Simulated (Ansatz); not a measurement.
**A series of single points on Si**

System: Si (I4/mmm, 1 atom in the cell).
Method: Kohn-Sham DFT of a periodic cell, PBE, all-electron LAPW, scalar-relativistic, no spin polarisation (Ansatz 0.2.0).

The 7 runs differ only in the geometry, by an even scaling of the cell at fixed fractional positions. The structure derives from a Materials Project entry.

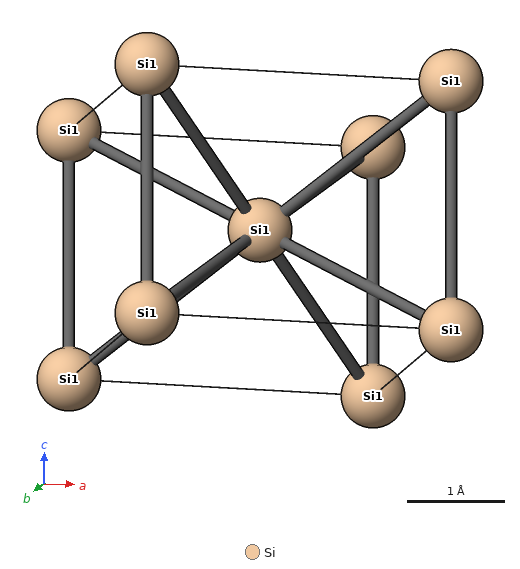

Figure 1. The structure of run 4 (ball-and-stick view of the cell 2 times as large as that of the calculation, set on its symmetry axes, seen at an oblique angle; atoms are numbered from 1 in the order of the input).

**Input of run 4**
```yaml
crystal:
  lattice:
    - [-1.62691493, 1.62691493, 1.32032985]
    - [1.62691493, -1.62691493, 1.32032985]
    - [1.62691493, 1.62691493, -1.32032985]
  atoms:
    - { symbol: Si, position: [0.0, 0.0, 0.0] }
kpoints:
  mp_grid: { grid: [13, 13, 13] }
scf:
  occupations: { method: fermi_dirac, width: 0.05 }
hamiltonian:
  xc: pbe
  pseudopotentials: { kind: all_electron, lapw: { basis_error: 0.0005 } }
output:
  forces: true
  stress: true
  eigenvalues: true
```

Command:
```bash
ansatz run input.yaml --threads 1 --pin off --max-ram 3072MiB --backend cpu --events-out ev --progress --plain --runs-dir out
```

Lattice vectors (Å) and fractional positions of run 4:
```
  -1.626915    1.626915    1.320330
   1.626915   -1.626915    1.320330
   1.626915    1.626915   -1.320330
Si  0.000000  0.000000  0.000000
```

Run 2 differs from it as follows:
```diff
-    - [-1.62691493, 1.62691493, 1.32032985]
-    - [1.62691493, -1.62691493, 1.32032985]
-    - [1.62691493, 1.62691493, -1.32032985]
+    - [-1.6049268977, 1.6049268977, 1.3024853673]
+    - [1.6049268977, -1.6049268977, 1.3024853673]
+    - [1.6049268977, 1.6049268977, -1.3024853673]
```

**Results, with one run withheld**

```csv
run,volume per atom (Å³),"free energy per atom, from the lowest run given (meV)",pressure (GPa)
1,13.140,42.50,10.99
2,13.420,?,?
3,13.699,13.59,5.79
4,13.979,5.49,3.54
5,14.258,1.12,1.53
6,14.538,0.00,−0.19
7,14.818,1.68,−1.71
```

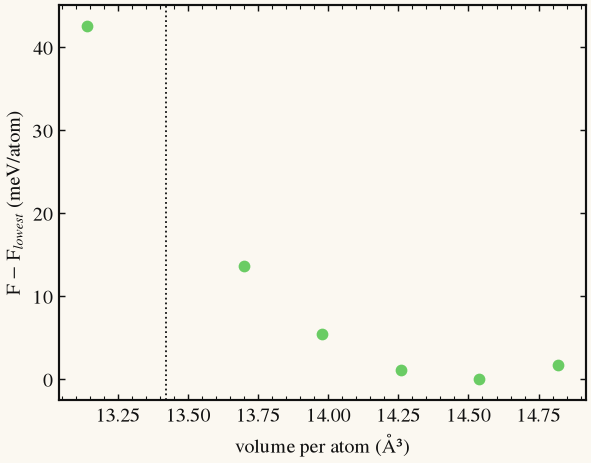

Figure 2. Free energy per atom of the runs given; the dotted line marks run 2.

What should run 2 give?

A cubic polynomial in V^(−2/3) (the Birch–Murnaghan form), fitted to the 6 runs given, misses them by at most 0.03 meV per atom. With x = V^(−2/3) − 0.17171 Å⁻², it reads F = 3.994 + 2273.4 x + 3.2355e+05 x² + 1.1092e+06 x³ (meV per atom). At run 2 it gives 25.69 meV per atom, and the run itself gives 25.78. The slope of the fit gives a pressure −dF/dV of 8.24 GPa there, and the run prints 8.23 GPa. The fit has its minimum at 14.505 Å³ per atom, where V d²F/dV² gives 86.5 GPa. Cell shape and fractional positions are held, so this is the stiffness under even scaling; the relaxed bulk modulus wasn't computed.

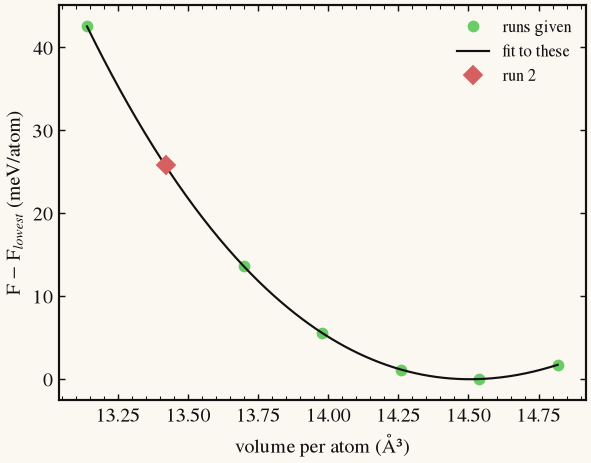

Figure 3. The fit and the withheld run.

**Output, shortened to warnings, some set-up lines, iterations and results (run 2)**
```
Basis set: ecut = 177.22688844253227 eV, 71 PW (Γ), exchange–correlation at level 2
Symmetry: 16 space group operations
k-points: 196 of 2197
Initial density: superposition of atomic densities (chi_scale 0.1, normalization cell)
[...]
SCF iter   1: F=—  HF=-7891.771159 eV  |F-HF|=—  |Δ(HF+E_count)|=         —  Δρ=1.33e-2  dr2=1.21e-2  ethr=9.98e-5  ⟨swp⟩=3.3  Hψ=15127  notcnv=0
SCF iter   2: F=—  HF=-7891.754911 eV  |F-HF|=—  |Δ(HF+E_count)|=   1.62e-2  Δρ=6.44e-3  dr2=2.83e-3  ethr=9.98e-5  ⟨swp⟩=2.0  Hψ=5615  notcnv=0
SCF iter   3: F=—  HF=-7891.752030 eV  |F-HF|=—  |Δ(HF+E_count)|=   2.88e-3  Δρ=6.55e-4  dr2=3.22e-5  ethr=2.69e-7  ⟨swp⟩=2.0  Hψ=9716  notcnv=0
SCF iter   4: F=—  HF=-7891.752035 eV  |F-HF|=—  |Δ(HF+E_count)|=         —  Δρ=1.32e-4  dr2=1.48e-6  ethr=2.68e-7  ⟨swp⟩=2.0  Hψ=5488  notcnv=0
SCF iter   5: F=-7891.752035 eV  HF=-7891.752035 eV  |F-HF|=4.74e-10  |Δ(HF+E_count)|=   7.58e-8  Δρ=1.20e-6  dr2=8.19e-11  ethr=1.23e-8  ⟨swp⟩=2.0  Hψ=5488  notcnv=0
SCF 1 converged in 5 iterations: F = -7891.752035 eV  dr2 = 8.19e-11
SCF converged after 5 iterations
Free energy (F): -7891.752035 eV
Harris-Foulkes:  -7891.752035 eV  (|F-HF|=4.74e-10)
Internal energy: -7891.747222 eV  (E = F + TS)
E sigma→0 (E₀):  -7891.749629 eV
Entropy (-TS):   -0.004813 eV (-4.813 meV/atom)
Fermi energy:    13.567755 eV
--- Per-component energies (eV) ---
  E_band       = -674.889130
  E_kinetic    = 7915.606757
  E_xc         = -569.198764
  E_electrostatic = -15238.155216  (all electrons and nuclei)
  E_smearing   = -0.004813  (= −TS)
  E_closure    = 0.000000  (closes the sum)
  E_atoms      = -7886.856883  (free atoms, spherical and without spin; not in F)
  Σ components = -7891.752035   (vs F -7891.752035, Δ=0.00e0)
  Basis errors (estimates in eV, not in F): energy 2.3e-4 per atom: plane waves 2.1e-4 (1.1e-4 summed), levels above the bands 6.4e-115, relativity 3.3e-9, radial functions 2.1e-5, core shells 1.7e-13; eigenvalues (radial functions only) 4.6e-6; not estimated: angular momenta, meshes, grids; target …
--- Forces (eV/Å), atoms counted from 1 ---
  atom   1  Si    -0.00000000     0.00000000    -0.00000000
  max |Σ_I F_I| component: 4.93e-32 eV/Å
--- Stress (GPa, compression-positive) ---
        9.074228       0.000000       0.000000
        0.000000       9.074228      -0.000000
        0.000000      -0.000000       6.532461
  P = ⅓ Tr σ = 8.2270 GPa (82.270 kbar)
```
